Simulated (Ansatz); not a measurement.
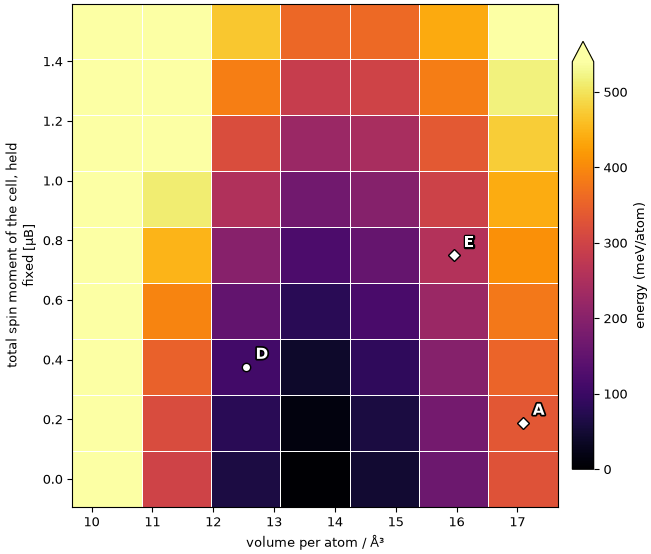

Al2Ru (I4/mmm, No. 139; 3 atoms in the cell). 
- The energy is mapped over volume and a fixed ferromagnetic moment.
- First axis: volume per atom. Second axis: total spin moment of the cell, held fixed.
- Nothing is relaxed (shape and fractional coordinates fixed).
- The grid has 7 × 9 points.
- Points are written as (first, second).
- Energies: meV/atom, counted from the lowest grid point.
- The moment is held fixed and parallel; antiferromagnetic orders weren't tried.
- These are results of DFT PBEsol, scalar-relativistic, plane waves, PAW in Ansatz 0.2.0, not measurements. Settings: cutoff 420 eV, k-mesh 20×20×20, gaussian smearing 0.15 eV.

The picture shows one coloured cell a grid point, one colour for all values above the top of the scale, lettered points.

**Is D the lowest point of the computed grid?**

No. D lies 110 meV/atom above the lowest grid point, which is at (13.68 Å³, 0.000 μB).

**Rank the lettered points by energy, lowest first.**

D (110 meV/atom), E (259 meV/atom), A (334 meV/atom).

PAW datasets: the set soft_1.
